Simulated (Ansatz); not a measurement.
## Two runs on AlRu

System: AlRu (Pm-3m, 2 atoms in the cell).
Method of run A: DFT PBE+D3(BJ), scalar-relativistic, plane waves, PAW, no spin polarisation (Ansatz 0.2.0).

The structure derives from an entry of the Crystallography Open Database. Text and figures count atoms from 1; the logs count them from 0 in places.

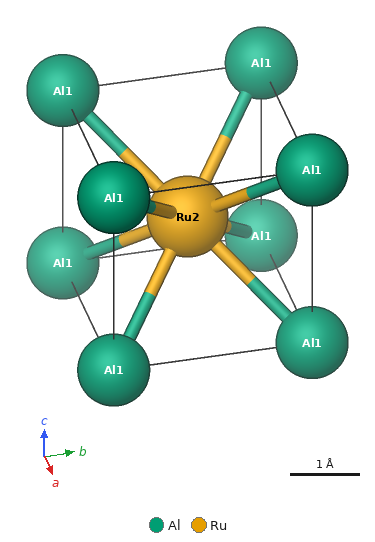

The structure (ball-and-stick view of the cell of the calculation, seen at an oblique angle; atoms are numbered from 1 in the order of the input). An atom can appear more than once, as a periodic image. Near neighbours in the periodic cell (some may lie outside the picture): Al has 8 Ru at 2.59 Å; Ru has 8 Al at 2.59 Å.

The input, run A:
```yaml
crystal:
  lattice:
    - [2.9916, 0.0, 0.0]
    - [0.0, 2.9916, 0.0]
    - [0.0, 0.0, 2.9916]
  atoms:
    - { symbol: Al, position: [0.0, 0.0, 0.0] }
    - { symbol: Ru, position: [0.5, 0.5, 0.5] }
basis:
  ecutwfc: 420
kpoints:
  mp_grid: { grid: [6, 6, 6] }
hamiltonian:
  xc: pbe
  dispersion: d3bj
scf:
  occupations: { method: gaussian, width: 0.1 }
output:
  forces: true
  stress: true
  eigenvalues: true
```

Launched with:
```bash
ansatz run input.yaml --threads 4 --pin off --max-ram 10240MiB --backend cpu --events-out ev --progress --plain --runs-dir out
```

Hardware: 4 threads of Intel Xeon @ 2.50GHz (Skylake/Cascade Lake), 189 GiB of memory available, shared host.

Output, shortened to warnings, some set-up lines, iterations and results (run A):
```
Basis set: ecut = 420 eV, 485 PW (Γ), exchange–correlation on 40×40×40 points (8 copies of the dense FFT grid, shifted against one another)
Symmetry: 48 space group operations
k-points: 20 of 216
Initial density: superposition of atomic densities (neutral atoms: chi_scale 0, normalization atom), corrected by the library's trained network
[...]
SCF iter   1: F=—  HF=-6418.499681 eV  |F-HF|=—  |Δ(HF+E_count)|=         —  Δρ=1.07e-2  dr2=9.74e-3  ethr=1.77e-3  ⟨swp⟩=5.0  Hψ=1493  notcnv=0
SCF iter   2: F=—  HF=-6418.498172 eV  |F-HF|=—  |Δ(HF+E_count)|=   1.51e-3  Δρ=5.69e-3  dr2=3.05e-3  ethr=5.13e-5  ⟨swp⟩=1.9  Hψ=457  notcnv=0
SCF iter   3: F=—  HF=-6418.497555 eV  |F-HF|=—  |Δ(HF+E_count)|=   6.18e-4  Δρ=3.19e-4  dr2=1.02e-5  ethr=1.60e-5  ⟨swp⟩=1.6  Hψ=329  notcnv=0
SCF iter   4: F=—  HF=-6418.497463 eV  |F-HF|=—  |Δ(HF+E_count)|=   9.19e-5  Δρ=9.64e-5  dr2=2.27e-6  ethr=5.36e-8  ⟨swp⟩=2.0  Hψ=425  notcnv=0
SCF iter   5: F=-6418.497462 eV  HF=-6418.497462 eV  |F-HF|=8.66e-10  |Δ(HF+E_count)|=   4.46e-7  Δρ=8.29e-6  dr2=5.03e-9  ethr=1.19e-8  ⟨swp⟩=2.5  Hψ=401  notcnv=0
SCF iter   6: F=-6418.497462 eV  HF=-6418.497462 eV  |F-HF|=1.55e-10  |Δ(HF+E_count)|=   1.74e-9  Δρ=1.78e-6  dr2=3.20e-10  ethr=2.65e-11  ⟨swp⟩=2.4  Hψ=909  notcnv=0
SCF 1 converged in 6 iterations: F = -6418.497462 eV  dr2 = 3.20e-10
SCF converged after 6 iterations
Free energy (F): -6418.497462 eV
Harris-Foulkes:  -6418.497462 eV  (|F-HF|=1.55e-10)
Internal energy: -6418.484331 eV  (E = F + TS)
E sigma→0 (E₀):  -6418.490897 eV
Entropy (-TS):   -0.013131 eV (-6.566 meV/atom)
Fermi energy:    15.986173 eV
--- Per-component energies (eV) ---
  E_band       = -119.949698
  E_kinetic    = 543.131499
  E_local      = -1797.720469  (includes V_loc(G=0)·N_el)
  E_nonlocal   = 354.540036
  E_hartree    = 638.837780
  E_xc         = -232.243982
  E_vxc        = -270.753294  (∫ρ·V_xc dr)
  E_paw        = -3929.175098  (= ΣΔE_a)
  E_vpaw       = -226.822172  (= ΣTr[D̂ρ^β])
  E_aug_tail   = -0.000173  (compensation charges beyond the density's cutoff)
  E_ewald      = -1994.823776
  E_disp       = -1.030148  (pairwise vdW)
  E_smearing   = -0.013131  (= −TS)
  E_closure    = -0.000000  (closes the sum)
  Σ components = -6418.497462   (vs F -6418.497462, Δ=0.00e0)
--- Forces (eV/Å), atoms counted from 1 ---
  atom   1  Al    -0.00000000     0.00000000     0.00000000
  atom   2  Ru     0.00000000     0.00000000     0.00000000
  max |Σ_I F_I| component: 9.73e-30 eV/Å
--- Stress (GPa, compression-positive) ---
       -3.931981      -0.000000       0.000000
       -0.000000      -3.931981       0.000000
        0.000000       0.000000      -3.931981
  P = ⅓ Tr σ = -3.9320 GPa (-39.320 kbar)
```

For run B the input was changed thus:
```diff
-    - [2.9916, 0.0, 0.0]
-    - [0.0, 2.9916, 0.0]
-    - [0.0, 0.0, 2.9916]
+    - [2.9735874641, 0.0, 0.0]
+    - [0.0, 2.9735874641, 0.0]
+    - [0.0, 0.0, 2.9735874641]
-  mp_grid: { grid: [6, 6, 6] }
+  mp_grid: { grid: [14, 14, 14] }
+  n_extra_bands: 2
```

Predict how the results change.

With the same functional and potentials, run B lies 1.3 meV per atom lower (other lines of the input change too). The pressure goes from −3.93 to −0.03 GPa. The volume per atom goes from 13.39 to 13.15 Å³. The number of SCF iterations is the same. The irreducible k-points go from 20 to 120.

Output, shortened to warnings, some set-up lines, iterations and results (run B):
```
Basis set: ecut = 420 eV, 485 PW (Γ), exchange–correlation on 40×40×40 points (8 copies of the dense FFT grid, shifted against one another)
Symmetry: 48 space group operations
k-points: 120 of 2744
Initial density: superposition of atomic densities (neutral atoms: chi_scale 0, normalization atom), corrected by the library's trained network
[...]
SCF iter   1: F=—  HF=-6418.500813 eV  |F-HF|=—  |Δ(HF+E_count)|=         —  Δρ=3.62e-3  dr2=3.12e-3  ethr=1.77e-3  ⟨swp⟩=4.9  Hψ=7201  notcnv=0
SCF iter   2: F=—  HF=-6418.500465 eV  |F-HF|=—  |Δ(HF+E_count)|=   3.48e-4  Δρ=2.05e-3  dr2=1.16e-3  ethr=1.64e-5  ⟨swp⟩=2.5  Hψ=3027  notcnv=0
SCF iter   3: F=—  HF=-6418.500221 eV  |F-HF|=—  |Δ(HF+E_count)|=   2.44e-4  Δρ=1.99e-4  dr2=5.07e-6  ethr=6.10e-6  ⟨swp⟩=2.1  Hψ=1903  notcnv=0
SCF iter   4: F=—  HF=-6418.500155 eV  |F-HF|=—  |Δ(HF+E_count)|=   6.61e-5  Δρ=6.69e-5  dr2=6.10e-7  ethr=2.67e-8  ⟨swp⟩=2.0  Hψ=2514  notcnv=0
SCF iter   5: F=-6418.500155 eV  HF=-6418.500155 eV  |F-HF|=1.46e-8  |Δ(HF+E_count)|=   5.18e-9  Δρ=1.69e-5  dr2=1.74e-8  ethr=3.21e-9  ⟨swp⟩=2.3  Hψ=2369  notcnv=0
SCF iter   6: F=-6418.500155 eV  HF=-6418.500155 eV  |F-HF|=5.68e-10  |Δ(HF+E_count)|=   1.04e-8  Δρ=3.12e-6  dr2=6.83e-10  ethr=9.15e-11  ⟨swp⟩=2.2  Hψ=4998  notcnv=0
SCF 1 converged in 6 iterations: F = -6418.500155 eV  dr2 = 6.83e-10
SCF converged after 6 iterations
Free energy (F): -6418.500155 eV
Harris-Foulkes:  -6418.500155 eV  (|F-HF|=5.68e-10)
Internal energy: -6418.490722 eV  (E = F + TS)
E sigma→0 (E₀):  -6418.495438 eV
Entropy (-TS):   -0.009433 eV (-4.717 meV/atom)
Fermi energy:    16.470164 eV
--- Per-component energies (eV) ---
  E_band       = -113.658739
  E_kinetic    = 544.325416
  E_local      = -1780.835600  (includes V_loc(G=0)·N_el)
  E_nonlocal   = 354.781648
  E_hartree    = 633.179150
  E_xc         = -232.654749
  E_vxc        = -271.295662  (∫ρ·V_xc dr)
  E_paw        = -3929.329141  (= ΣΔE_a)
  E_vpaw       = -226.991987  (= ΣTr[D̂ρ^β])
  E_aug_tail   = -0.000177  (compensation charges beyond the density's cutoff)
  E_ewald      = -2006.907441
  E_disp       = -1.049828  (pairwise vdW)
  E_smearing   = -0.009433  (= −TS)
  E_closure    = 0.000000  (closes the sum)
  Σ components = -6418.500155   (vs F -6418.500155, Δ=0.00e0)
--- Forces (eV/Å), atoms counted from 1 ---
  atom   1  Al    -0.00000000     0.00000000     0.00000000
  atom   2  Ru     0.00000000    -0.00000000    -0.00000000
  max |Σ_I F_I| component: 2.27e-29 eV/Å
--- Stress (GPa, compression-positive) ---
       -0.031812       0.000000       0.000000
        0.000000      -0.031812       0.000000
       -0.000000       0.000000      -0.031812
  P = ⅓ Tr σ = -0.0318 GPa (-0.318 kbar)
```

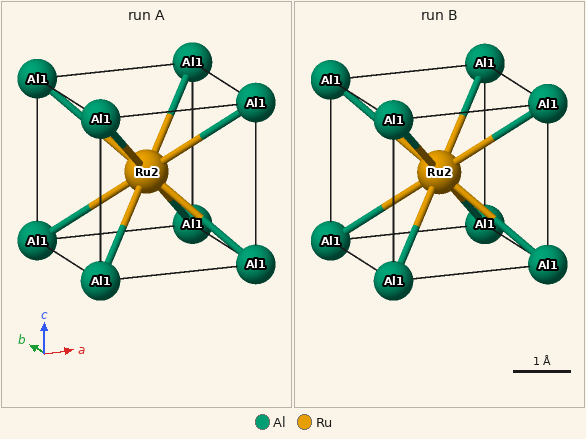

The two input geometries at one scale (ball-and-stick view of the cell of the calculation, seen slightly off an axis). The atoms keep their places relative to the cell (all moves are under 0.005 Å). The volume changes by −1.8 %, with a = b = c 2.992 → 2.974 Å (−0.6 %). Among the contacts that change: Al1–Ru2 2.591 → 2.575 Å.

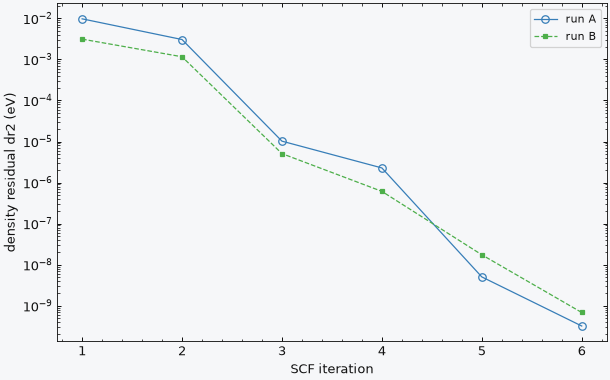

Convergence of the two runs: density residual dr2 against the SCF iteration. Run A takes 6 iterations in all, and run B takes 6.

The two runs side by side:

| quantity | run A | run B |
| --- | --- | --- |
| outcome | converged | converged |
| free energy per atom (eV) | −3209.2487 | −3209.2501 |
| energy per atom, smearing taken to zero (eV) | −3209.2454 | −3209.2477 |
| gap on the mesh (eV) | 0.00 | 0.00 |
| pressure (GPa) | −3.93 | −0.03 |
| volume per atom (Å³) | 13.39 | 13.15 |
| largest force (eV/Å) | 0.000 | 0.000 |
| SCF iterations | 6 | 6 |
| irreducible k-points | 20 | 120 |
| plane waves at Γ | 485 | 485 |
| wall time (shared host) | 0.91 s | 1.6 s |
